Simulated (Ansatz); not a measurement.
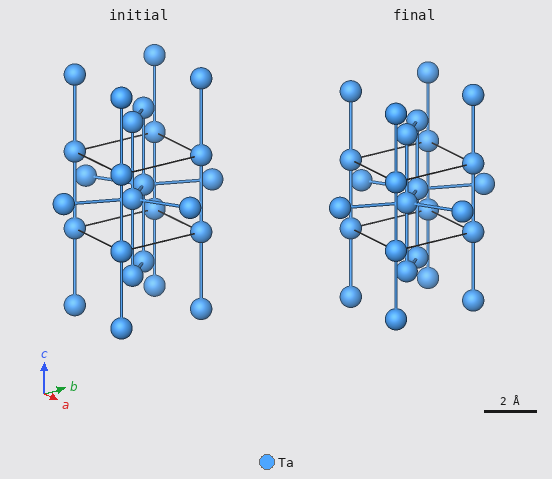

The structure of solid Ta (built on the omega_191 type) (coarse preliminary run) before (left) and after (right) a relaxation, at one scale.

The picture is a ball-and-stick view of the cell of the calculation, seen slightly off an axis.

Case: omega type (P6/mmm, No. 191).

Level of theory: Ansatz, DFT PBEsol, scalar-relativistic, plane waves, PAW.

The input:
```yaml
crystal:
  lattice:
    - [4.9513374049, 0.0, 0.0]
    - [-2.4756687025, 4.2879839754, 0.0]
    - [0.0, 0.0, 3.0353851048]
  atoms:
    - { symbol: Ta, position: [0.0, 0.0, 0.0] }
    - { symbol: Ta, position: [0.3333333333, 0.6666666667, 0.5] }
    - { symbol: Ta, position: [0.6666666667, 0.3333333333, 0.5] }
basis:
  ecutwfc: 420
kpoints:
  mp_grid: { grid: [6, 6, 6] }
hamiltonian:
  xc: pbesol
scf:
  occupations: { method: gaussian, width: 0.1 }
  lower_state_search: "off"
output:
  forces: true
  stress: true
  eigenvalues: true
relax:
  adjacent_minimum: "off"
  f_tol: 0.04
  max_steps: 70
  cell: { stress_tol: 0.4 }
```

What changed between the two?

The atoms keep their places relative to the cell (all moves are under 0.005 Å). Cell: a = b 4.951 → 4.796 Å (−3.1 %), c 3.035 → 2.705 Å (−10.9 %). Volume −16.4 %. Among the contacts that change: Ta1–Ta1 3.035 → 2.705 Å, Ta1–Ta2 3.237 → 3.081 Å, Ta2–Ta3 2.859 → 2.769 Å. The space group stays P6/mmm (No. 191). The energy falls by 392 meV per atom in 3 accepted moves (4 points after the start). All forces vanish by symmetry, so only the cell relaxes. Pressure: −24.53 GPa at the start and 0.29 GPa at the end. At 1 point the geometry stayed and the basis and grid were re-selected for the new cell (energy shift of 0.4 meV per atom at most each time).
